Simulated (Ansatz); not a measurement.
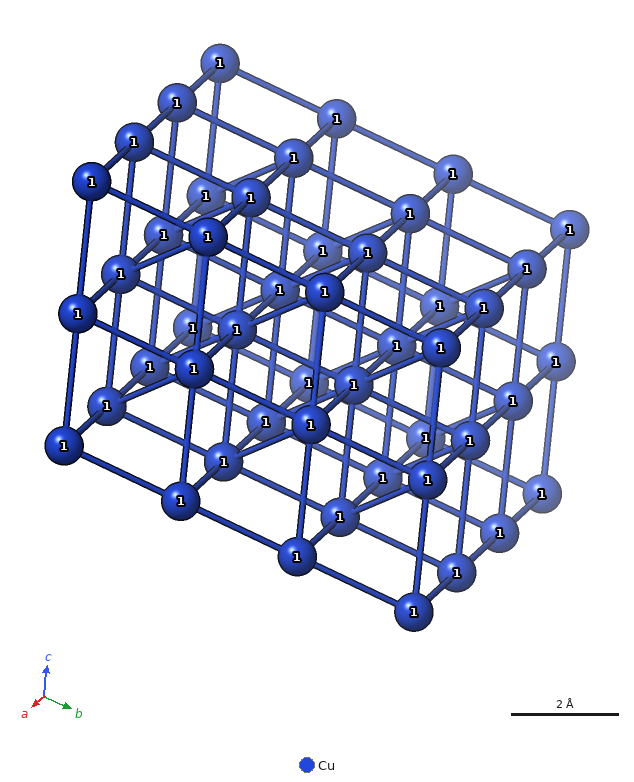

**Figure 1.** The structure (ball-and-stick view of the cell of the calculation, repeated 3 × 3 × 2, seen slightly off an axis; atoms are numbered from 1 in the order of the input). An atom can appear more than once, as a periodic image.

## Cu: single-point calculation

System: Cu (1 atom in the cell).
Method: DFT PBEsol, scalar-relativistic, plane waves, PAW, no spin polarisation (Ansatz 0.2.0).

The structure derives from a Materials Project entry. It belongs to a series of runs on one base structure; here: strain -0.0400 x Voigt [0, 0, 0, 1, 0, 0], atoms carried along. Figures and captions count atoms from 1; the log counts them from 0 in places.

**The program's output**
```
Engine: ansatz 0.2.0, x86_64-unknown-linux-gnu
Pseudopotentials: kind: paw
Pseudopotential: Cu, paw, valence charge 19, recommended cutoff 420 eV (normal), Cu.paw.azcp
Functional definition: PBEsol
  exchange = pbesol_x
  correlation = pbesol_c
Crystal: 1 atoms, lattice volume = 11.454 Å³
Basis set: ecut = 420 eV, 217 PW (Γ), exchange–correlation on 36×36×36 points (8 copies of the dense FFT grid, shifted against one another)
Bands: 14, of which v1, the nominal top of the filled ones, is band 10 counted from 1 (9 counted from 0)
Symmetry: 4 space group operations
Space group: C2/m (ITA 12), of the structure as read, at distance tolerance 2.3e-5 Å
k-points: 3614 of 13824
Non-local potential: Cu, projectors of the file, l = 0: 3, l = 1: 2, l = 2: 3, l = 3: 1
PAW form: soft (Blöchl's): semilocal exchange-correlation on the pseudo side does not see the compensation charge
PAW frozen core: Cu, regenerated for the run's functional, and the local potential with it (the file was generated under x = pbe(κ = 0.804, μ = 0.2195149727645171), c = pbe(β = 0.06672455060314922))
PAW one-centre angular grid: Cu, 590 points (default); XC on 64 Gauss nodes
Initial density: superposition of atomic densities (neutral atoms: chi_scale 0, normalization atom), corrected by the library's trained network
Initial wavefunctions: pseudopotential atomic-orbital guess
Functional: x = pbesol(κ = 0.804, μ = 0.12345679012345678), c = pbesol(β = 0.046)
SCF iter   1: F=—  HF=-6588.735853 eV  |F-HF|=—  |Δ(HF+E_count)|=         —  Δρ=2.15e-2  dr2=2.75e-2  ethr=1.77e-3  ⟨swp⟩=5.1  Hψ=250607  notcnv=0
preconditioner: auto → none  [metal: Δε(μ)=0.002 eV  Ē_g=17.480 eV  σ=0.150 eV  W_gap=0.01  n_scr=0 (ndim 8)  ℏωp=36.4 eV  f_vac=0.000  D(μ)=0.35/eV (n_scr^D=0)]
SCF iter   2: F=—  HF=-6588.729492 eV  |F-HF|=—  |Δ(HF+E_count)|=   6.36e-3  Δρ=9.94e-4  dr2=4.12e-5  ethr=1.45e-4  ⟨swp⟩=2.8  Hψ=104748  notcnv=0  defer=597
SCF iter   3: F=—  HF=-6588.729484 eV  |F-HF|=—  |Δ(HF+E_count)|=   7.98e-6  Δρ=1.05e-3  dr2=4.99e-5  ethr=2.17e-7  ⟨swp⟩=2.0  Hψ=83760  notcnv=0  defer=597
SCF iter   4: F=—  HF=-6588.729514 eV  |F-HF|=—  |Δ(HF+E_count)|=   3.03e-5  Δρ=9.15e-5  dr2=3.71e-7  ethr=2.17e-7  ⟨swp⟩=1.0  Hψ=49208  notcnv=0  defer=597
iter 5 did not close the SCF: its close was put off for the readings that it lacked (scf_convergence_deferred on its scf_iter line)
SCF iter   5: F=-6588.729514 eV  HF=-6588.729514 eV  |F-HF|=4.53e-10  |Δ(HF+E_count)|=   9.73e-8  Δρ=4.58e-6  dr2=1.04e-9  ethr=1.95e-9  ⟨swp⟩=1.9  Hψ=73280  notcnv=0  defer=597
SCF iter   6: F=-6588.729514 eV  HF=-6588.729514 eV  |F-HF|=9.09e-13  |Δ(HF+E_count)|=  6.95e-10  Δρ=1.50e-7  dr2=9.25e-13  ethr=5.47e-12  ⟨swp⟩=5.4  Hψ=264100  notcnv=0
SCF 1 converged in 6 iterations: F = -6588.729514 eV  dr2 = 9.25e-13
  greatest PAW one-centre occupation: 1.000 electrons in one spin orbital (limit 2), on the Cu atom at site 0 (counted from 0), in its partial waves of l = 0
```

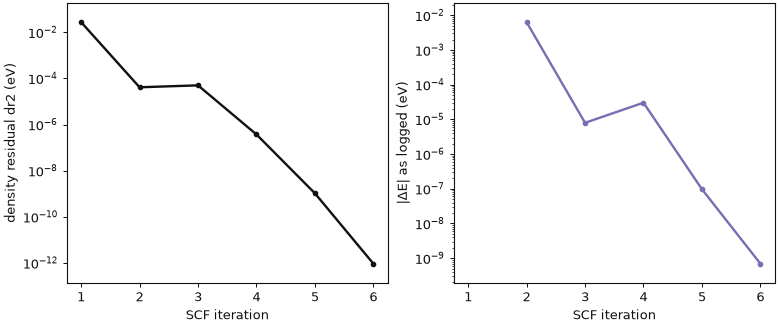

**Figure 2.** Convergence of the self-consistent field: density residual dr2 and size of the energy change against the SCF iteration. The residual falls almost steadily, with no more than small rises.

```
SCF converged after 6 iterations
Free energy (F): -6588.729514 eV
Harris-Foulkes:  -6588.729514 eV  (|F-HF|=9.09e-13)
Internal energy: -6588.725654 eV  (E = F + TS)
E sigma→0 (E₀):  -6588.727584 eV
Entropy (-TS):   -0.003860 eV (-3.860 meV/atom)
Fermi energy:    17.255150 eV
--- Per-component energies (eV) ---
  E_band       = -350.133057
  E_kinetic    = 300.495615
  E_local      = -3993.822783  (includes V_loc(G=0)·N_el)
  E_nonlocal   = 391.386819
  E_hartree    = 1758.244393
  E_xc         = -89.267518
  E_vxc        = -115.711207  (∫ρ·V_xc dr)
  E_paw        = -1626.093519  (= ΣΔE_a)
  E_vpaw       = -448.970589  (= ΣTr[D̂ρ^β])
  E_aug_tail   = 0.000282  (compensation charges beyond the density's cutoff)
  E_ewald      = -3329.875145
  E_core_change = 0.206202  (= ΣΔE_core)
  E_smearing   = -0.003860  (= −TS)
  E_closure    = -0.000000  (closes the sum)
  Σ components = -6588.729514   (vs F -6588.729514, Δ=0.00e0)
--- Forces (eV/Å), atoms counted from 1 ---
  atom   1  Cu     0.00000000     0.00000000     0.00000000
  max |Σ_I F_I| component: 4.93e-32 eV/Å
--- Stress (GPa, compression-positive) ---
       -0.850196       0.000000      -0.000000
        0.000000      -1.169438       3.994023
       -0.000000       3.994023      -1.313047
  P = ⅓ Tr σ = -1.1109 GPa (-11.109 kbar)
--- Band table (eV; the first three rows and the last of 3614) ---
  k-point 0: bands = ["-95.0793", "-52.5368", "-52.5294", "-52.5269", "7.5750", "13.8712", "14.1312", "14.2158", "15.0451", "15.2590", "41.9060", "42.1213", "43.2319", "45.5775"]
  k-point 1: bands = ["-95.0790", "-52.5379", "-52.5306", "-52.5275", "7.6416", "13.8749", "14.1355", "14.2238", "15.0315", "15.2574", "41.0970", "41.9428", "42.9999", "44.7669"]
  k-point 2: bands = ["-95.0781", "-52.5421", "-52.5343", "-52.5281", "7.8399", "13.8819", "14.1226", "14.2759", "14.9945", "15.2528", "39.1549", "41.5670", "42.6653", "43.8532"]
  k-point 3613: bands = ["-95.0473", "-52.6478", "-52.6304", "-52.6042", "12.4184", "12.4739", "15.6601", "15.7290", "15.8549", "24.8929", "24.9088", "26.7640", "30.6207", "31.2431"]
```

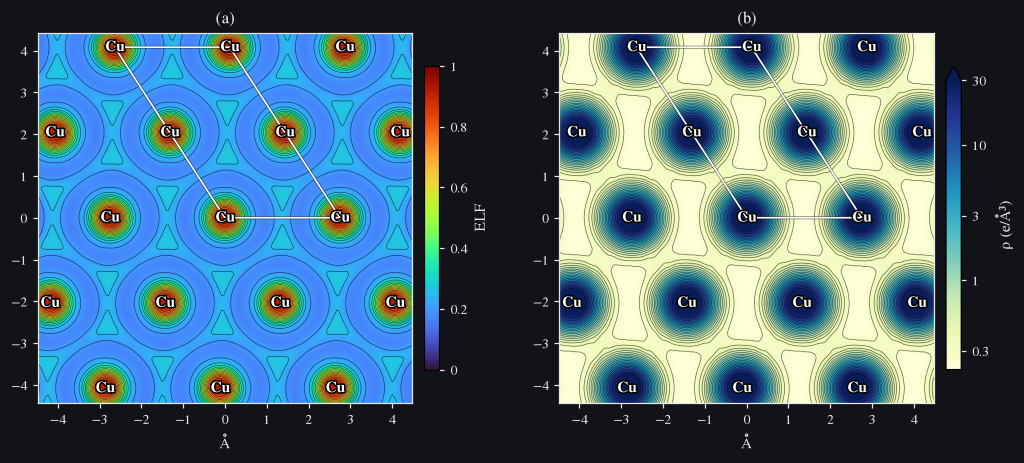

**Figure 3.** (a) ELF; (b) valence electron density on the (110) plane of the conventional cell. Atoms in the plane: Cu. Cu–Cu (2.43 Å): ρ at the midpoint is about 0.32 e/Å³; the ELF is about 0.20 at the midpoint (no localised pair between them). Cu–Cu (2.49 Å): the density is about 0.29 e/Å³ at the midpoint; the ELF is about 0.20 at the midpoint (no shared electron pair). Away from the nuclei the density in this plane falls to 0.22 e/Å³ at its lowest. The strong features right at Cu lie inside the PAW spheres (semicore, d or f shells) and say nothing about bonding. The fields are those of the smooth PAW valence density.

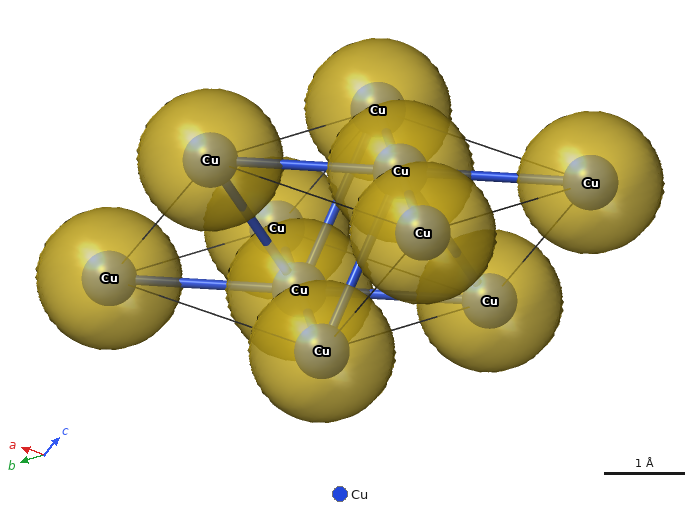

**Figure 4.** Isosurface of the valence electron density at 0.6 e/Å³ (yellow), seen at an oblique angle. Sticks mark near contacts. The outline is the cell set on symmetry axes. At this value the density breaks into separate islands; it holds about 85 % of the electrons treated as valence (semicore included). It is pinched off along the Cu–Cu (2.43 Å) and Cu–Cu (2.49 Å) contacts. On the grid the lowest density along these lines, outside the cores, is 0.32 e/Å³ (Cu–Cu, 2.43 Å) and 0.29 e/Å³ (Cu–Cu, 2.49 Å).

The run was set up as follows.

**The input**
```yaml
crystal:
  lattice:
    - [-1.44279332, 1.415271691, 1.3472255836]
    - [1.44279332, -1.470314949, 1.4049373164]
    - [1.44279332, 1.470314949, -1.4049373164]
  atoms:
    - { symbol: Cu, position: [0.0, 0.0, 0.0] }
basis:
  ecutwfc: 420
kpoints:
  mp_grid: { grid: [24, 24, 24] }
hamiltonian:
  xc: pbesol
scf:
  occupations: { method: gaussian, width: 0.15 }
output:
  forces: true
  stress: true
  eigenvalues: true
  write_density: true
  write_potential: true
  elf: true
  volumetric_format: npy
```

Command:
```bash
ansatz run input.yaml --threads 1 --pin off --max-ram 2560MiB --backend cpu --events-out ev --progress --plain --runs-dir out
```

**Summary**

- outcome: converged
- space group (tolerance 0.01 Å): C2/m (12)
- electrons treated: 19
- free energy: −6588.7295 eV
- Fermi energy: 17.255 eV
- gap on the k-point mesh: none (metallic)
- pressure: −1.11 GPa
- largest force (length of the vector): under 0.001 eV/Å
- hardware: 1 thread of Intel Xeon (Granite Rapids), 192 GiB of memory available, shared host
- wall time: 23 s
- peak memory: 0.85 GiB
